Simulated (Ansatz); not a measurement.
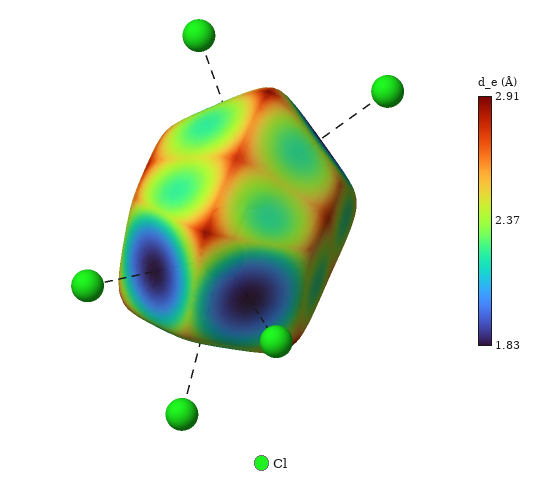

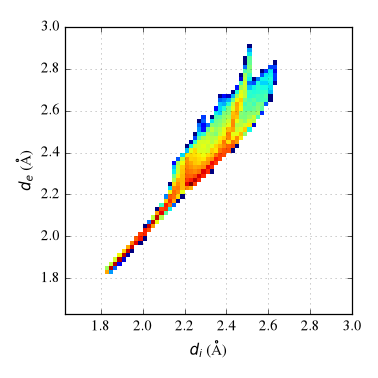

Hirshfeld surface computed for the Cl₂ molecule in Cl in space group P6_3/mmc, coloured by d_e. Dashed lines lead to the closest neighbours outside. The second picture is its fingerprint plot, coloured by area on a logarithmic scale (blue little, red much).

The surface is where the fragment's share of the procrystal density (the sum of the densities of spherically averaged neutral Hartree-Fock atoms) equals one half. d_i and d_e are the distances from the surface to the nearest nucleus inside and outside. Van der Waals radii (Alvarez): Cl 1.82 Å.

The cell is taken from coordinates from a relaxation with Ansatz 0.2.0, DFT PBE, scalar-relativistic, plane waves, PAW; the starting structure was generated, so it need not be a known form of this composition.

```cif
data_structure
_symmetry_space_group_name_H-M 'P6_3/mmc'
_symmetry_Int_Tables_number 194
_cell_length_a 4.4525
_cell_length_b 4.4525
_cell_length_c 18.5066
_cell_angle_alpha 90.000
_cell_angle_beta 90.000
_cell_angle_gamma 120.000
_cell_volume 317.74
loop_
_atom_site_label
_atom_site_type_symbol
_atom_site_symmetry_multiplicity
_atom_site_Wyckoff_symbol
_atom_site_fract_x
_atom_site_fract_y
_atom_site_fract_z
_atom_site_occupancy
Cl1 Cl 4 e 0.00000 0.00000 0.05431 1
Cl2 Cl 4 f 0.33333 0.66667 0.19568 1
```

### Which contact with the surroundings is the closest relative to the atoms' sizes?

Cl···Cl at 3.67 Å, 101 % of the sum of the van der Waals radii.

### How is the surface shared among contacts (both directions of a pair summed)?

Cl···Cl 100 %.

### Give the size and shape of the surface.

It encloses about 76 Å³, has an area of about 91 Å² and a globularity of 0.95 (1 for a sphere).

### Where does the fingerprint reach closest to the origin?

The smallest d_i + d_e is about 3.7 Å, which belongs to the shortest contact, Cl···Cl at 3.67 Å; d_e runs from 1.83 to 2.91 Å.
